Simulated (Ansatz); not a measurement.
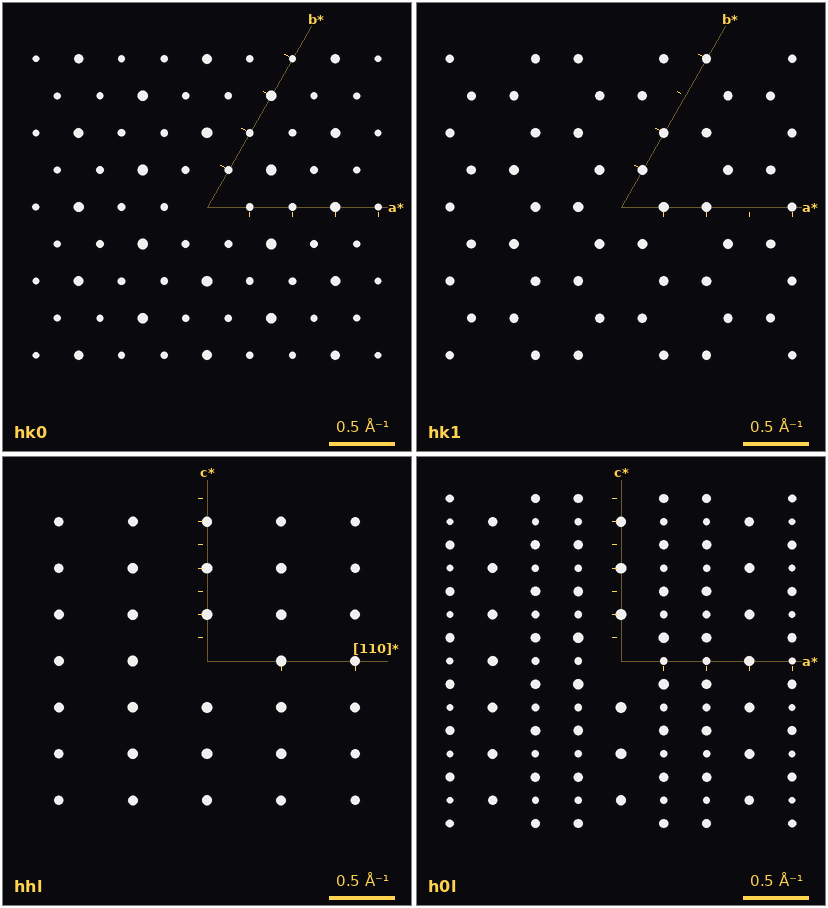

Simulated precession-type sections (neutrons; kinematic intensities, B = 0.5 Å²). The ticks mark integer indices of the conventional cell.

The compound is Tl. Structure: the end point of a relaxation with Ansatz 0.2.0, DFT PBEsol, scalar-relativistic, plane waves, PAW.

Question: What cell do the layers give?

Answer: a* = 0.334, b* = 0.334, c* = 0.181 Å⁻¹, γ* = 60°; the cell is hexagonal with a = 3.46 Å, c = 5.52 Å (hexagonal axes).

Question: Which reflection conditions do the layers show?

Answer: Reflections are present only under these conditions. hkl: no condition; hk0: no condition; h0l: no condition; hhl: l = 2n; 00l: l = 2n. The lattice is primitive (P). Further gaps, such as 3 0 1, 0 3 1, 3 0 3, come from atoms on special positions, not from the group's general conditions.

Question: Which space groups fit?

Answer: The intensities have Laue symmetry 6/mmm (the hk0 layer shows 6mm, hk1 shows 6mm). With these conditions the candidates are P6_3mc (No. 186), P-62c (No. 190), P6_3/mmc (No. 194). Diffraction geometry alone does not choose among them; the structure has P6_3/mmc.
